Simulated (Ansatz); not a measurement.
# Run report: ZrO₂, geometry relaxation (part 1 of 2)

System: ZrO₂ (P4₂/nmc, 6 atoms in the cell).
Method: DFT PBE, scalar-relativistic, plane waves, PAW, no spin polarisation (Ansatz 0.2.0).

The structure derives from a Materials Project entry. Figures and captions count atoms from 1; the log counts them from 0 in places.

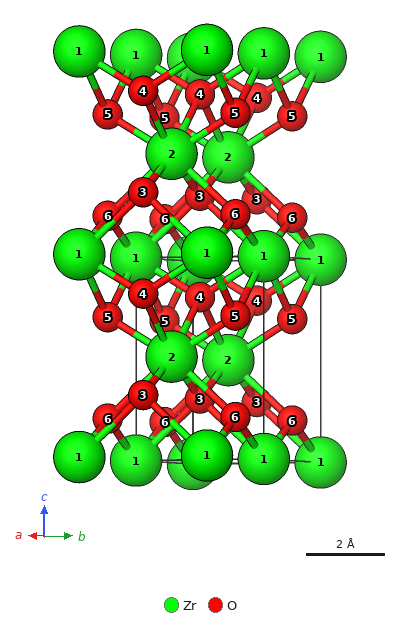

**Figure 1.** The input geometry (ball-and-stick view of the cell of the calculation, repeated 2 × 1 × 2, seen at an oblique angle; atoms are numbered from 1 in the order of the input).

The input
```yaml
crystal:
  lattice:
    - [3.60016846, 0.0, 0.0]
    - [0.0, 3.60016846, 0.0]
    - [0.0, 0.0, 5.22515604]
  atoms:
    - { symbol: Zr, position: [0.0, 0.0, 0.0] }
    - { symbol: Zr, position: [0.5, 0.5, 0.5] }
    - { symbol: O, position: [0.0, 0.5, 0.30177491] }
    - { symbol: O, position: [0.0, 0.5, 0.80177491] }
    - { symbol: O, position: [0.5, 0.0, 0.69822509] }
    - { symbol: O, position: [0.5, 0.0, 0.19822509] }
basis:
  ecutwfc: 420
kpoints:
  mp_grid: { grid: [6, 6, 6] }
hamiltonian:
  xc: pbe
scf:
  occupations: { method: gaussian, width: 0.02 }
output:
  forces: true
  stress: true
  eigenvalues: true
relax:
  adjacent_minimum: "off"
  f_tol: 0.005
  max_steps: 80
  cell: { stress_tol: 0.05 }
```

Machine: 4 threads of INTEL XEON PLATINUM @ 2.10GHz (Emerald Rapids), 24 GiB of memory available, shared host.

Command:
```bash
ansatz run input.yaml --threads 4 --pin off --max-ram 6144MiB --backend cpu --events-out ev --progress --plain --runs-dir out
```

What the program printed
```
Engine: ansatz 0.2.0, x86_64-unknown-linux-gnu
Pseudopotentials: kind: paw
Pseudopotential: Zr, paw, valence charge 12, recommended cutoff 420 eV (normal), Zr.paw.azcp
Pseudopotential: O, paw, valence charge 6, recommended cutoff 420 eV (normal), O.paw.azcp
Functional definition: PBE
  parameter kappa = 0.804
  parameter beta = 0.06672455060314922
  exchange = pbe_x(kappa = kappa, mu = beta*pi^2/3)
  correlation = pbe_c(beta = beta)
Crystal: 6 atoms, lattice volume = 67.724 Å³
Basis set: ecut = 420 eV, 1297 PW (Γ), exchange–correlation on 50×50×72 points (8 copies of the dense FFT grid, shifted against one another)
Bands: 30, of which v1, the nominal top of the filled ones, is band 24 counted from 1 (23 counted from 0)
Symmetry: 16 space group operations
Space group: P42/nmc (ITA 137), of the structure as read, at distance tolerance 4.1e-5 Å
k-points: 40 of 216
Non-local potential: Zr, projectors of the file, l = 0: 3, l = 1: 2, l = 2: 2, l = 3: 2
Non-local potential: O, projectors of the file, l = 0: 2, l = 1: 2, l = 2: 1
PAW form: soft (Blöchl's): semilocal exchange-correlation on the pseudo side does not see the compensation charge
PAW one-centre angular grid: Zr, 590 points (default); XC on 64 Gauss nodes
PAW one-centre angular grid: O, 110 points (default); XC on 64 Gauss nodes
Initial density: superposition of atomic densities (neutral atoms: chi_scale 0, normalization atom), corrected by the library's trained network
Initial wavefunctions: pseudopotential atomic-orbital guess
Functional: x = pbe(κ = 0.804, μ = 0.2195149727645171), c = pbe(β = 0.06672455060314922)
SCF iter   1: F=—  HF=-10647.829250 eV  |F-HF|=—  |Δ(HF+E_count)|=         —  Δρ=3.22e-3  dr2=1.57e-3  ethr=1.77e-3  ⟨swp⟩=5.6  Hψ=4968  notcnv=0
preconditioner: auto → Resta (q_TF=auto, 2.576 Å⁻¹)  ε∞=4.2  [insulator: Δε(μ)=4.073 eV  Ē_g=16.735 eV  σ=0.020 eV  W_gap=1.00  n_scr=20 (ndim 8)  ℏωp=29.9 eV  f_vac=0.019  D(μ)=0.00/eV (n_scr^D=0)  ε∞_Penn≈4.2]
SCF iter   2: F=—  HF=-10647.829064 eV  |F-HF|=—  |Δ(HF+E_count)|=   1.87e-4  Δρ=1.65e-3  dr2=4.27e-4  ethr=3.26e-6  ⟨swp⟩=2.1  Hψ=2496  notcnv=0  defer=41
SCF iter   3: F=—  HF=-10647.829317 eV  |F-HF|=—  |Δ(HF+E_count)|=   2.54e-4  Δρ=2.79e-4  dr2=3.16e-5  ethr=8.89e-7  ⟨swp⟩=2.1  Hψ=1826  notcnv=0  defer=41
SCF iter   4: F=—  HF=-10647.829180 eV  |F-HF|=—  |Δ(HF+E_count)|=   1.37e-4  Δρ=8.23e-5  dr2=2.78e-6  ethr=6.59e-8  ⟨swp⟩=2.0  Hψ=1760  notcnv=0  defer=41
SCF iter   5: F=—  HF=-10647.829182 eV  |F-HF|=—  |Δ(HF+E_count)|=   1.84e-6  Δρ=1.81e-5  dr2=1.19e-7  ethr=5.80e-9  ⟨swp⟩=2.0  Hψ=1666  notcnv=0  defer=41
SCF iter   6: F=-10647.829182 eV  HF=-10647.829182 eV  |F-HF|=1.55e-8  |Δ(HF+E_count)|=   1.31e-7  Δρ=6.38e-6  dr2=1.61e-8  ethr=2.08e-10  ⟨swp⟩=7.1  Hψ=4610  notcnv=0
SCF 1 converged in 6 iterations: F = -10647.829182 eV  dr2 = 1.61e-8
  greatest PAW one-centre occupation: 0.995 electrons in one spin orbital (limit 2), on the Zr atom at site 1 (counted from 0), in its partial waves of l = 0
relax step   1: F+E_penalty+E_count = -10647.82918249 eV  Δ(F+E_penalty+E_count) = +0.000e0 eV  max|allowed force component| = 8.702e-3 eV/Å  Δτ_max = 0.0000 Å  P = +3.740 GPa  Ω = 67.724 Å³  (6 SCF iters, dr2 threshold 1.00e-7 eV, accepted)
Crystal: 6 atoms, lattice volume = 69.181 Å³
Basis set: ecut = 420 eV, 1345 PW (Γ), exchange–correlation on 50×50×72 points (8 copies of the dense FFT grid, shifted against one another)
Initial density: handed on by an earlier stage of this run
Initial wavefunctions: those handed on with the density
iter 1 solved again at ethr=1.52e-5 eV; its pass at ethr=3.10e-3 eV (dr2=7.28e-3 eV) is discarded
SCF iter   1: F=—  HF=-10647.838187 eV  |F-HF|=—  |Δ(HF+E_count)|=         —  Δρ=3.62e-3  dr2=7.29e-3  ethr=1.52e-5  ⟨swp⟩=1.0  Hψ=6136  notcnv=0
preconditioner: auto → Resta (q_TF=auto, 2.567 Å⁻¹)  ε∞=4.2  [insulator: Δε(μ)=3.983 eV  Ē_g=16.600 eV  σ=0.020 eV  W_gap=1.00  n_scr=20 (ndim 8)  ℏωp=29.6 eV  f_vac=0.023  D(μ)=0.00/eV (n_scr^D=0)  ε∞_Penn≈4.2]
SCF iter   2: F=—  HF=-10647.836673 eV  |F-HF|=—  |Δ(HF+E_count)|=   1.51e-3  Δρ=1.26e-3  dr2=1.04e-3  ethr=1.52e-5  ⟨swp⟩=2.0  Hψ=2041  notcnv=0
SCF iter   3: F=—  HF=-10647.836579 eV  |F-HF|=—  |Δ(HF+E_count)|=   9.38e-5  Δρ=6.86e-4  dr2=3.69e-4  ethr=2.17e-6  ⟨swp⟩=2.2  Hψ=1562  notcnv=0
SCF iter   4: F=—  HF=-10647.836443 eV  |F-HF|=—  |Δ(HF+E_count)|=   1.35e-4  Δρ=1.78e-4  dr2=3.24e-5  ethr=7.68e-7  ⟨swp⟩=2.0  Hψ=2016  notcnv=0
SCF iter   5: F=—  HF=-10647.836458 eV  |F-HF|=—  |Δ(HF+E_count)|=   1.48e-5  Δρ=2.93e-5  dr2=9.38e-7  ethr=6.75e-8  ⟨swp⟩=2.2  Hψ=1758  notcnv=0
SCF iter   6: F=-10647.836460 eV  HF=-10647.836460 eV  |F-HF|=2.82e-8  |Δ(HF+E_count)|=   1.47e-6  Δρ=4.45e-6  dr2=1.12e-8  ethr=1.25e-9  ⟨swp⟩=5.0  Hψ=5063  notcnv=0
SCF 2 converged in 6 iterations: F = -10647.836460 eV  dr2 = 1.12e-8
relax step   2: F+E_penalty+E_count = -10647.83645964 eV  Δ(F+E_penalty+E_count) = -7.277e-3 eV  max|allowed force component| = 7.005e-2 eV/Å  Δτ_max = 0.0099 Å  P = -0.937 GPa  Ω = 69.181 Å³  energy of the carried Pulay correction = -6.678e-3 eV  (6 SCF iters, dr2 threshold 6.00e-7 eV, accepted)
Crystal: 6 atoms, lattice volume = 69.028 Å³
iter 1 solved again at ethr=2.84e-7 eV; its pass at ethr=3.10e-3 eV (dr2=1.36e-4 eV) is discarded
SCF iter   1: F=—  HF=-10647.838647 eV  |F-HF|=—  |Δ(HF+E_count)|=         —  Δρ=5.02e-4  dr2=1.27e-4  ethr=2.84e-7  ⟨swp⟩=2.5  Hψ=6180  notcnv=0
preconditioner: auto → Resta (q_TF=auto, 2.568 Å⁻¹)  ε∞=4.2  [insulator: Δε(μ)=4.029 eV  Ē_g=16.634 eV  σ=0.020 eV  W_gap=1.00  n_scr=20 (ndim 8)  ℏωp=29.6 eV  f_vac=0.019  D(μ)=0.00/eV (n_scr^D=0)  ε∞_Penn≈4.2]
SCF iter   2: F=—  HF=-10647.838461 eV  |F-HF|=—  |Δ(HF+E_count)|=   1.87e-4  Δρ=2.37e-4  dr2=3.34e-5  ethr=2.64e-7  ⟨swp⟩=2.0  Hψ=1667  notcnv=0
SCF iter   3: F=—  HF=-10647.838456 eV  |F-HF|=—  |Δ(HF+E_count)|=   4.81e-6  Δρ=1.26e-4  dr2=8.68e-6  ethr=6.96e-8  ⟨swp⟩=2.8  Hψ=2286  notcnv=0
SCF iter   4: F=-10647.838455 eV  HF=-10647.838455 eV  |F-HF|=1.75e-7  |Δ(HF+E_count)|=   1.16e-6  Δρ=2.64e-5  dr2=2.42e-7  ethr=1.25e-9  ⟨swp⟩=3.0  Hψ=4931  notcnv=0
SCF 3 converged in 4 iterations: F = -10647.838455 eV  dr2 = 2.42e-7
relax step   3: F+E_penalty+E_count = -10647.83845491 eV  Δ(F+E_penalty+E_count) = -1.995e-3 eV  max|allowed force component| = 5.724e-2 eV/Å  Δτ_max = 0.0021 Å  P = -0.259 GPa  Ω = 69.028 Å³  energy of the carried Pulay correction = -5.983e-3 eV  (4 SCF iters, dr2 threshold 6.00e-7 eV, accepted)
Crystal: 6 atoms, lattice volume = 69.117 Å³
iter 1 solved again at ethr=1.80e-6 eV; its pass at ethr=3.10e-3 eV (dr2=8.64e-4 eV) is discarded
SCF iter   1: F=—  HF=-10647.839749 eV  |F-HF|=—  |Δ(HF+E_count)|=         —  Δρ=1.25e-3  dr2=8.35e-4  ethr=1.80e-6  ⟨swp⟩=2.0  Hψ=5446  notcnv=0
preconditioner: auto → Resta (q_TF=auto, 2.567 Å⁻¹)  ε∞=4.2  [insulator: Δε(μ)=4.039 eV  Ē_g=16.642 eV  σ=0.020 eV  W_gap=1.00  n_scr=20 (ndim 8)  ℏωp=29.6 eV  f_vac=0.019  D(μ)=0.00/eV (n_scr^D=0)  ε∞_Penn≈4.2]
SCF iter   2: F=—  HF=-10647.839657 eV  |F-HF|=—  |Δ(HF+E_count)|=   9.15e-5  Δρ=7.28e-4  dr2=2.52e-4  ethr=1.74e-6  ⟨swp⟩=2.2  Hψ=1510  notcnv=0
SCF iter   3: F=—  HF=-10647.839507 eV  |F-HF|=—  |Δ(HF+E_count)|=   1.50e-4  Δρ=4.07e-4  dr2=9.50e-5  ethr=5.25e-7  ⟨swp⟩=2.0  Hψ=1745  notcnv=0
SCF iter   4: F=—  HF=-10647.839489 eV  |F-HF|=—  |Δ(HF+E_count)|=   1.77e-5  Δρ=4.63e-5  dr2=9.04e-7  ethr=1.98e-7  ⟨swp⟩=2.0  Hψ=1714  notcnv=0
SCF iter   5: F=-10647.839490 eV  HF=-10647.839490 eV  |F-HF|=4.79e-8  |Δ(HF+E_count)|=   9.66e-7  Δρ=7.84e-6  dr2=4.20e-8  ethr=7.63e-10  ⟨swp⟩=5.1  Hψ=5085  notcnv=0
SCF 4 converged in 5 iterations: F = -10647.839490 eV  dr2 = 4.20e-8
relax step   4: F+E_penalty+E_count = -10647.83949025 eV  Δ(F+E_penalty+E_count) = -1.035e-3 eV  max|allowed force component| = 1.244e-2 eV/Å  Δτ_max = 0.0108 Å  P = -0.008 GPa  Ω = 69.117 Å³  energy of the carried Pulay correction = -6.391e-3 eV  (5 SCF iters, dr2 threshold 3.66e-7 eV, accepted)
Crystal: 6 atoms, lattice volume = 69.175 Å³
iter 1 solved again at ethr=2.24e-7 eV; its pass at ethr=3.10e-3 eV (dr2=1.08e-4 eV) is discarded
SCF iter   1: F=—  HF=-10647.839478 eV  |F-HF|=—  |Δ(HF+E_count)|=         —  Δρ=4.28e-4  dr2=1.02e-4  ethr=2.24e-7  ⟨swp⟩=2.1  Hψ=5552  notcnv=0
preconditioner: auto → Resta (q_TF=auto, 2.567 Å⁻¹)  ε∞=4.2  [insulator: Δε(μ)=4.050 eV  Ē_g=16.646 eV  σ=0.020 eV  W_gap=1.00  n_scr=20 (ndim 8)  ℏωp=29.6 eV  f_vac=0.019  D(μ)=0.00/eV (n_scr^D=0)  ε∞_Penn≈4.2]
SCF iter   2: F=—  HF=-10647.839467 eV  |F-HF|=—  |Δ(HF+E_count)|=   1.09e-5  Δρ=2.44e-4  dr2=2.89e-5  ethr=2.13e-7  ⟨swp⟩=2.1  Hψ=1534  notcnv=0
SCF iter   3: F=—  HF=-10647.839332 eV  |F-HF|=—  |Δ(HF+E_count)|=   1.35e-4  Δρ=1.30e-4  dr2=1.01e-5  ethr=6.02e-8  ⟨swp⟩=2.0  Hψ=1701  notcnv=0
SCF iter   4: F=—  HF=-10647.839329 eV  |F-HF|=—  |Δ(HF+E_count)|=   2.44e-6  Δρ=1.68e-5  dr2=1.46e-7  ethr=2.11e-8  ⟨swp⟩=2.0  Hψ=1693  notcnv=0
SCF iter   5: F=—  HF=-10647.839330 eV  |F-HF|=—  |Δ(HF+E_count)|=   3.88e-7  Δρ=3.09e-6  dr2=6.85e-9  ethr=2.01e-11  ⟨swp⟩=3.0  Hψ=5007  notcnv=0
SCF iter   6: F=-10647.839330 eV  HF=-10647.839330 eV  |F-HF|=6.40e-10  |Δ(HF+E_count)|=   9.61e-9  Δρ=7.49e-7  dr2=3.70e-10  ethr=1.43e-11  ⟨swp⟩=2.0  Hψ=3936  notcnv=0
SCF 5 converged in 6 iterations: F = -10647.839330 eV  dr2 = 3.70e-10
relax step   5: F+E_penalty+E_count = -10647.83932956 eV  Δ(F+E_penalty+E_count) = +1.607e-4 eV  max|allowed force component| = 5.669e-4 eV/Å  Δτ_max = 0.0036 Å  P = -0.002 GPa  Ω = 69.175 Å³  energy of the carried Pulay correction = -6.650e-3 eV  (6 SCF iters, dr2 threshold 9.67e-9 eV, accepted)
Initial wavefunctions: pseudopotential atomic-orbital guess (no wavefunctions were taken with the density)
iter 1 solved again at ethr=9.52e-9 eV; its pass at ethr=3.10e-3 eV (dr2=4.57e-6 eV) is discarded
SCF iter   1: F=—  HF=-10647.846753 eV  |F-HF|=—  |Δ(HF+E_count)|=         —  Δρ=2.48e-4  dr2=4.81e-6  ethr=9.52e-9  ⟨swp⟩=3.1  Hψ=8602  notcnv=0
preconditioner: auto → Resta (q_TF=auto, 2.567 Å⁻¹)  ε∞=4.2  [insulator: Δε(μ)=4.055 eV  Ē_g=16.648 eV  σ=0.020 eV  W_gap=1.00  n_scr=20 (ndim 8)  ℏωp=29.6 eV  f_vac=0.019  D(μ)=0.00/eV (n_scr^D=0)  ε∞_Penn≈4.2]
SCF iter   2: F=—  HF=-10647.846735 eV  |F-HF|=—  |Δ(HF+E_count)|=   1.74e-5  Δρ=1.22e-4  dr2=1.58e-6  ethr=9.52e-9  ⟨swp⟩=2.0  Hψ=1840  notcnv=0
SCF iter   3: F=—  HF=-10647.846767 eV  |F-HF|=—  |Δ(HF+E_count)|=   3.20e-5  Δρ=5.41e-5  dr2=1.86e-7  ethr=3.29e-9  ⟨swp⟩=2.0  Hψ=1539  notcnv=0
SCF iter   4: F=—  HF=-10647.846774 eV  |F-HF|=—  |Δ(HF+E_count)|=   7.07e-6  Δρ=2.08e-6  dr2=1.60e-9  ethr=3.88e-10  ⟨swp⟩=2.0  Hψ=1840  notcnv=0
SCF iter   5: F=-10647.846774 eV  HF=-10647.846774 eV  |F-HF|=1.09e-11  |Δ(HF+E_count)|=   1.10e-9  Δρ=3.01e-7  dr2=4.59e-11  ethr=1.00e-12  ⟨swp⟩=2.9  Hψ=5137  notcnv=0
SCF 6 converged in 5 iterations: F = -10647.846774 eV  dr2 = 4.59e-11
relax step   6: F+E_penalty+E_count = -10647.84677429 eV  Δ(F+E_penalty+E_count) = -7.445e-3 eV  max|allowed force component| = 1.427e-3 eV/Å  Δτ_max = 0.0000 Å  P = +0.185 GPa  Ω = 69.175 Å³  stress off target by 2.27e-1 GPa  SCF on the basis re-selected at this cell (its energy is not comparable with the rows above)  (5 SCF iters)
basis re-selected at this cell: Δ(F+E_penalty+E_count) = -7.445e-3 eV, ΔP = +0.187 GPa vs the last step (what re-selecting the basis moved, of the pressure what is left beyond the Pulay correction that the steps carried, after the strain that the cell walked since its last selection, with what the two solves' SCF thresholds leave and, on support functions, any second-order correction that the steps lacked; it is no measure of the basis error at this ecutwfc). This SCF's stress stands 2.27e-1 GPa from its target on what of the cell is left free (relax.cell.stress_tol is 5.00e-2 GPa) and its largest allowed force component is 1.43e-3 eV/Å (relax.f_tol is 5.00e-3 eV/Å): not within both, so this SCF does not close the relaxation
Crystal: 6 atoms, lattice volume = 69.261 Å³
iter 1 solved again at ethr=1.13e-7 eV; its pass at ethr=3.10e-3 eV (dr2=5.42e-5 eV) is discarded
SCF iter   1: F=—  HF=-10647.846566 eV  |F-HF|=—  |Δ(HF+E_count)|=         —  Δρ=2.90e-4  dr2=4.73e-5  ethr=1.13e-7  ⟨swp⟩=2.5  Hψ=5812  notcnv=0
preconditioner: auto → Resta (q_TF=auto, 2.567 Å⁻¹)  ε∞=4.2  [insulator: Δε(μ)=4.053 eV  Ē_g=16.642 eV  σ=0.020 eV  W_gap=1.00  n_scr=20 (ndim 8)  ℏωp=29.6 eV  f_vac=0.019  D(μ)=0.00/eV (n_scr^D=0)  ε∞_Penn≈4.2]
SCF iter   2: F=—  HF=-10647.846437 eV  |F-HF|=—  |Δ(HF+E_count)|=   1.28e-4  Δρ=1.40e-4  dr2=9.62e-6  ethr=9.85e-8  ⟨swp⟩=2.0  Hψ=1686  notcnv=0
SCF iter   3: F=—  HF=-10647.846437 eV  |F-HF|=—  |Δ(HF+E_count)|=   4.54e-7  Δρ=7.47e-5  dr2=3.32e-6  ethr=2.00e-8  ⟨swp⟩=2.1  Hψ=1638  notcnv=0
SCF iter   4: F=-10647.846437 eV  HF=-10647.846437 eV  |F-HF|=5.68e-8  |Δ(HF+E_count)|=   6.73e-8  Δρ=8.73e-6  dr2=5.09e-8  ethr=2.68e-10  ⟨swp⟩=3.0  Hψ=5010  notcnv=0
SCF 7 converged in 4 iterations: F = -10647.846437 eV  dr2 = 5.09e-8
relax step   7: F+E_penalty+E_count = -10647.84643707 eV  Δ(F+E_penalty+E_count) = +3.372e-4 eV  max|allowed force component| = 3.610e-4 eV/Å  Δτ_max = 0.0018 Å  P = +0.005 GPa  Ω = 69.261 Å³  energy of the carried Pulay correction = -4.011e-4 eV  (4 SCF iters, dr2 threshold 1.29e-7 eV, accepted)
iter 1 solved again at ethr=3.07e-9 eV; its pass at ethr=3.10e-3 eV (dr2=1.48e-6 eV) is discarded
SCF iter   1: F=—  HF=-10647.847004 eV  |F-HF|=—  |Δ(HF+E_count)|=         —  Δρ=6.35e-5  dr2=1.25e-7  ethr=3.07e-9  ⟨swp⟩=3.9  Hψ=8801  notcnv=0
preconditioner: auto → Resta (q_TF=auto, 2.567 Å⁻¹)  ε∞=4.2  [insulator: Δε(μ)=4.056 eV  Ē_g=16.643 eV  σ=0.020 eV  W_gap=1.00  n_scr=20 (ndim 8)  ℏωp=29.6 eV  f_vac=0.019  D(μ)=0.00/eV (n_scr^D=0)  ε∞_Penn≈4.2]
SCF iter   2: F=—  HF=-10647.846906 eV  |F-HF|=—  |Δ(HF+E_count)|=   9.76e-5  Δρ=3.23e-5  dr2=5.18e-8  ethr=2.61e-10  ⟨swp⟩=2.0  Hψ=2082  notcnv=0
SCF iter   3: F=—  HF=-10647.846914 eV  |F-HF|=—  |Δ(HF+E_count)|=   7.47e-6  Δρ=8.81e-6  dr2=1.56e-8  ethr=1.08e-10  ⟨swp⟩=2.0  Hψ=1675  notcnv=0
SCF iter   4: F=—  HF=-10647.846914 eV  |F-HF|=—  |Δ(HF+E_count)|=   3.99e-7  Δρ=2.25e-6  dr2=1.45e-9  ethr=3.24e-11  ⟨swp⟩=2.0  Hψ=1654  notcnv=0
SCF iter   5: F=—  HF=-10647.846914 eV  |F-HF|=—  |Δ(HF+E_count)|=   2.82e-8  Δρ=5.19e-7  dr2=1.10e-10  ethr=3.01e-12  ⟨swp⟩=2.0  Hψ=1716  notcnv=0
SCF iter   6: F=-10647.846914 eV  HF=-10647.846914 eV  |F-HF|=1.82e-12  |Δ(HF+E_count)|=   1.42e-9  Δρ=1.05e-7  dr2=3.09e-12  ethr=1.00e-12  ⟨swp⟩=4.0  Hψ=3984  notcnv=0
SCF 8 converged in 6 iterations: F = -10647.846914 eV  dr2 = 3.09e-12
relax step   8: F+E_penalty+E_count = -10647.84691422 eV  Δ(F+E_penalty+E_count) = -4.771e-4 eV  max|allowed force component| = 4.554e-4 eV/Å  Δτ_max = 0.0000 Å  P = +0.011 GPa  Ω = 69.261 Å³  stress off target by 1.62e-2 GPa  SCF on the basis re-selected at this cell (its energy is not comparable with the rows above)  (6 SCF iters)
```
